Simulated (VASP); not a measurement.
Consider Ru.

```xyz
3
Lattice="2.0261 -0.0055 -2.0371 -2.0316 2.0316 0.0000 3.8443 3.8443 3.8774" Properties=species:S:1:pos:R:3 pbc="T T T"
Ru    0.0000    0.0000    0.0000
Ru    1.9550    1.9549   -0.0656
Ru    1.8839    3.9154    1.9059
```

Space group C2/m; changed on purpose from its base cell (strained and moved within a subgroup); computed pressure about −38 GPa in this cell.

Level of theory: VASP 6.6.1, Kohn-Sham DFT of a periodic cell, PBEsol, VASP PAW PBE potentials, recommended.

> Predict the valence pseudo-density and electron localisation function between the atoms.

Ru–Ru (2.78 Å): ρ at the midpoint is about 0.33 e/Å³; the ELF is about 0.30 at the midpoint (no shared electron pair shows on this line).

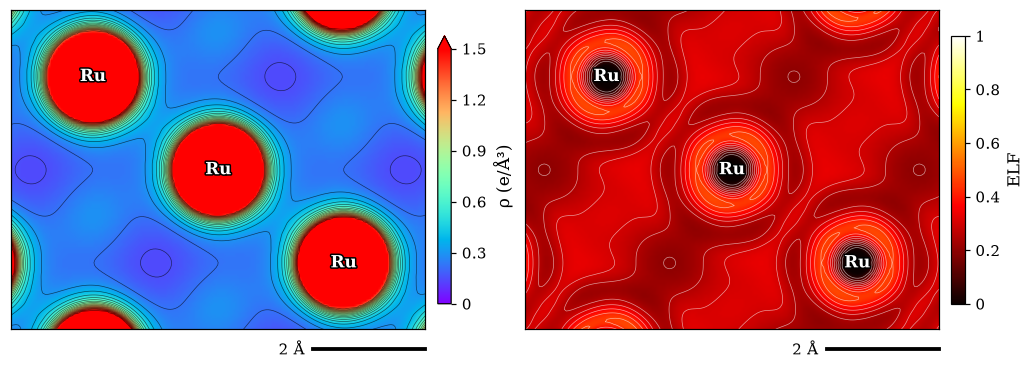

Computed valence pseudo-density and electron localisation function on the (110) plane of the standardised cell, in this order. 

In a PAW calculation such maps are meaningful between the atoms, not at the nuclei.
